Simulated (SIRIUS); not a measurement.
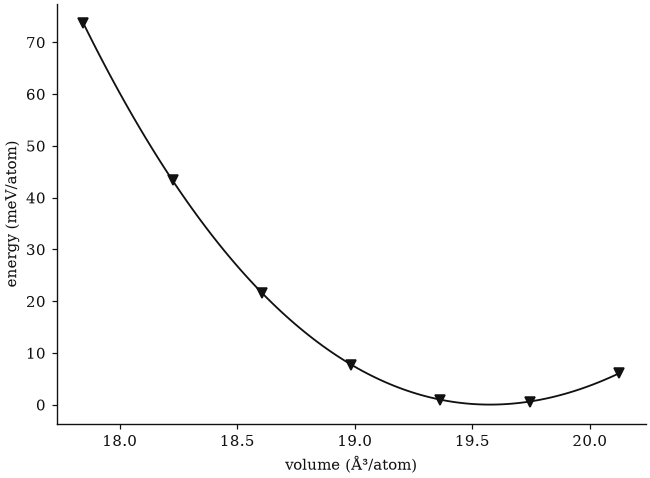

The figure shows the energy against volume.

How it was computed, with SIRIUS 7.12.0: plane-wave DFT, no spin polarisation; energies at scaled volumes of the given cell, shape and fractions fixed, counted from the fit's minimum, third-order Birch-Murnaghan fit. Level: PBEsol.

### For which of these solids was it computed?
A. TaS₂, P-3m1 (No. 164)
B. MgS, Fm-3m (No. 225)
C. ZrB₂, P6/mmm (No. 191)
D. InP, F-43m (No. 216)

A, TaS₂: energy from 0.59 meV/atom to 73.67 meV/atom, V0 19.57 Å³/atom, B0 132 GPa. The others give: MgS, energy from 0.33 meV/atom to 19.64 meV/atom, V0 17.41 Å³/atom, B0 78.1 GPa; ZrB₂, energy from 0.20 meV/atom to 40.60 meV/atom, V0 10.09 Å³/atom, B0 250 GPa; InP, energy from 0.46 meV/atom to 29.41 meV/atom, V0 25.43 Å³/atom, B0 66.5 GPa.

For TaS₂, limits of the calculation: shape and atomic fractions are frozen while scaling, which makes layered, chain and framework solids too stiff.

For ZrB₂, limits of the calculation: shape and atomic fractions are frozen while scaling, which makes layered, chain and framework solids too stiff.
